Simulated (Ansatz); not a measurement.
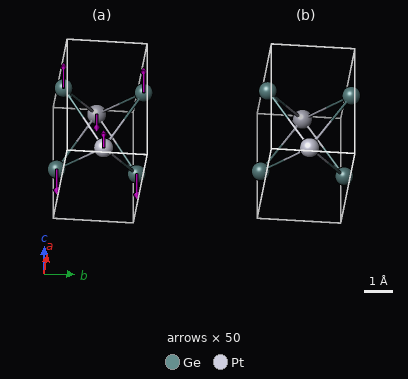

The structure of solid GePt (built on the AuCd (B19)_51 type) before (left) and after (right) a relaxation, at one scale. The purple arrows give the displacements (the part carried along by the change of the cell is left out), magnified 50 times.

A ball-and-stick model of the cell of the calculation, seen from a free direction.

Case: AuCd (B19) type (Pmma, No. 51).

Level of theory: Ansatz 0.2.0, DFT PBE, scalar-relativistic, plane waves, PAW.

Input file:
```yaml
crystal:
  lattice:
    - [4.6743492863, 0.0, 0.0]
    - [0.0, 2.9250073084, 0.0]
    - [0.0, 0.0, 4.7608022349]
  atoms:
    - { symbol: Ge, position: [0.75, 0.0, 0.7124747417] }
    - { symbol: Ge, position: [0.25, 0.0, 0.2875252583] }
    - { symbol: Pt, position: [0.75, 0.5, 0.1945095651] }
    - { symbol: Pt, position: [0.25, 0.5, 0.8054904349] }
basis:
  ecutwfc: 420
kpoints:
  mp_grid: { grid: [10, 16, 10] }
hamiltonian:
  xc: pbe
scf:
  occupations: { method: gaussian, width: 0.1 }
output:
  forces: true
  stress: true
  eigenvalues: true
relax:
  adjacent_minimum: "off"
  f_tol: 0.01
  max_steps: 80
  cell: { stress_tol: 0.05 }
```

Run as
```bash
ansatz run input.yaml --threads 1 --pin off --max-ram 2560MiB --backend cpu --events-out ev --progress --plain --runs-dir out
```

What changed between the two?

The largest moves relative to the cell, 0.023 Å, are those of Ge1 and Ge2. Ge2 goes along −c. Largest moves by element: Ge 0.023 Å, Pt 0.016 Å. Cell: a 4.674 → 4.770 Å (+2.0 %), b 2.925 → 3.052 Å (+4.4 %), c 4.761 → 4.497 Å (−5.5 %). Volume +0.6 %. Among the contacts that change: Ge1–Pt3 2.867 → 2.790 Å, Ge1–Pt3 (another image) 2.721 → 2.646 Å, Ge1–Pt4 2.792 → 2.857 Å. The space group stays Pmma (No. 51). The energy falls by 4.4 meV per atom in 8 accepted moves (10 points after the start). Largest force component: 0.045 eV/Å at the start, 0.00051 eV/Å at the end. The pressure goes from 0.54 to −0.03 GPa. The line search rejected the trial step at point 3 of the run. At 1 point the geometry stayed and the basis and grid were re-selected for the new cell (energy shift of less than 0.05 meV per atom at most each time). Cost: 6.5 min on 1 thread of Intel(R) Xeon(R) Platinum 8375C CPU @ 2.90GHz (Ice Lake) (shared host), peak memory 0.86 GiB.
